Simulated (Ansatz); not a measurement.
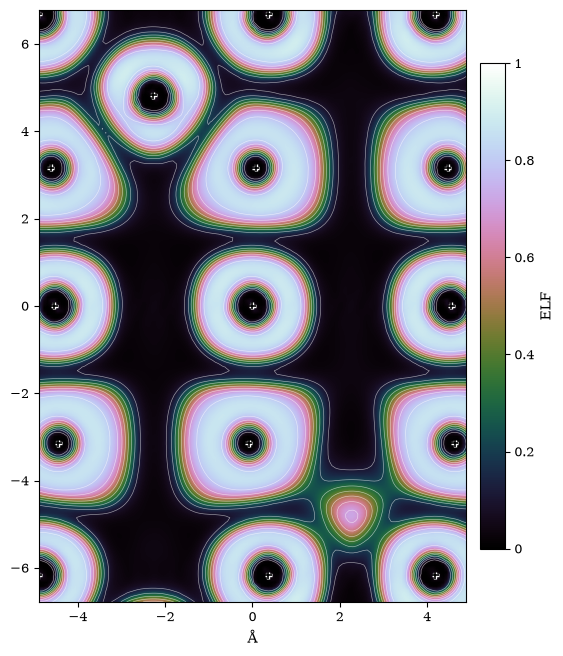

The electron localisation function on a plane through atoms (crosses mark nuclei in the plane).

All numbers below come from Ansatz, DFT PBE, scalar-relativistic, plane waves, PAW.

Candidates:
A. BP, a = 4.55 Å, b = 4.55 Å, c = 4.55 Å, α = 90.00°, β = 90.00°, γ = 90.00°. Space group F-43m; a structure from a database of computed crystals, not necessarily the ambient phase.
B. Sn4HO8 (cell charge +1, with a compensating background) (cell with a defect), a = 5.81 Å, b = 5.81 Å, c = 5.81 Å, α = 108.08°, β = 108.08°, γ = 112.29°. 
C. Ba9S8 (cell with a defect), a = 9.09 Å, b = 9.09 Å, c = 9.09 Å, α = 60.00°, β = 60.00°, γ = 60.00°. 

Q: Which system is this?

A: Candidate C: Ba9S8 on the (011̄) plane of the calculation cell, which holds Ba and S. Ba–S (2.87 Å): the ELF peaks at about 0.85 in the valence shell of S, 0.8 Å from its nucleus, and drops to about 0.20 between the two atoms (no shared electron pair shows on this line). Ba–S (3.06 Å): the ELF peaks at about 0.85 in the valence shell of S, 0.8 Å from its nucleus, and drops to about 0.15 between the two atoms; no shared electron pair shows on this line.
